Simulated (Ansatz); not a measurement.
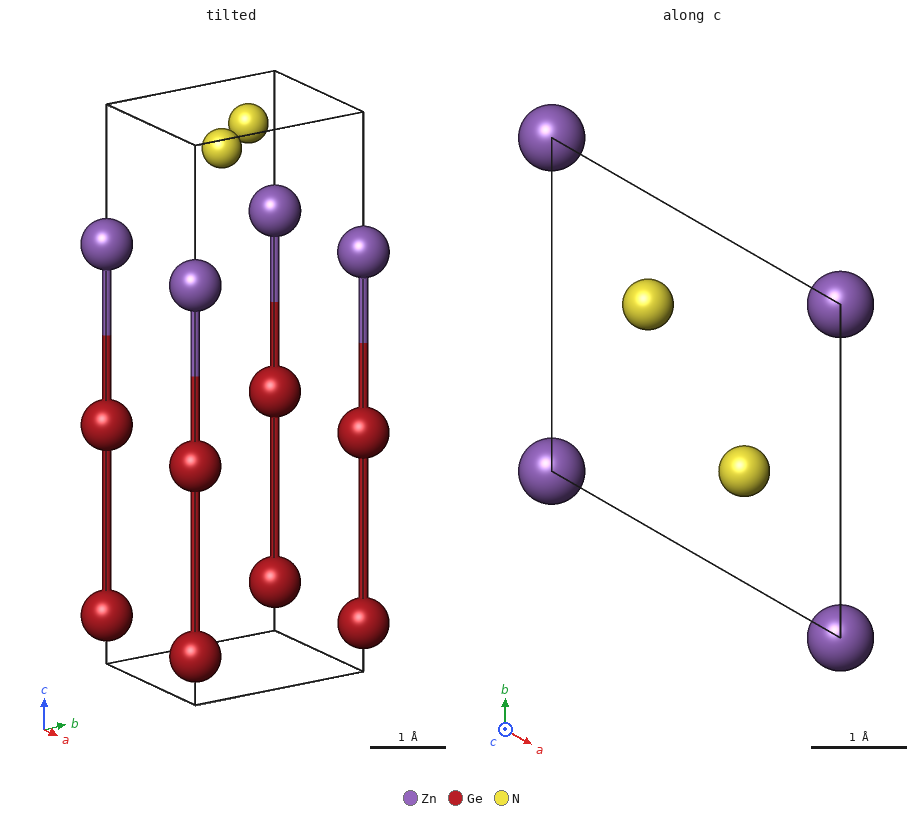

Ball-and-stick drawing of the structure, looking slightly off an axis and along the c axis. Atoms at the boundary of the conventional unit cell (the box) are drawn once for each face, edge or corner they touch. Cell: a = 3.51 Å, b = 3.51 Å, c = 7.64 Å, α = 90.00°, β = 90.00°, γ = 120.00°.

The structure comes from a random cell made by a generator, so it need not be a real form of the compound. Earlier steps of the study may have refined or changed the cell and positions. It went into a calculation with Ansatz.

> Caption:

The material is ZnGe₂N₂. It belongs to space group P6mm (No. 183) and has a primitive hexagonal lattice. One cell contains 1 Zn, 2 Ge, 2 N, 5 atoms in all. Counting atoms within bonding range gives coordination numbers of Zn 2, Ge 2 to 8 (mean 5.0) and N 3.

Method used: DFT PBE, scalar-relativistic, plane waves, PAW in Ansatz 0.2.0. It ran with 420 eV cutoff, a 12×12×6 k-point grid, Gaussian smearing of 0.1 eV, no spin polarisation.

> Is it conducting or gapped at this level?

A metal: bands cross the Fermi level.

> What net charge does each kind of atom have (Bader)?

Zn +0.66 e; Ge -0.13 to +1.01 e; N -0.77 e.

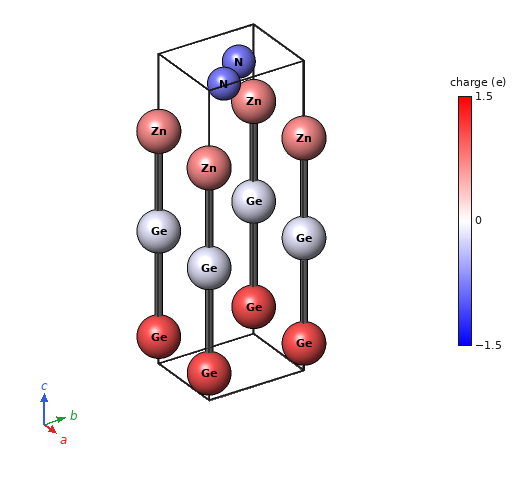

The atoms coloured by those charges. The run's cell of 5 atoms is drawn.

> Is this the relaxed geometry?

Yes. All forces vanish to within 0.01 eV/Å. The pressure is 0.0 GPa, close to zero.
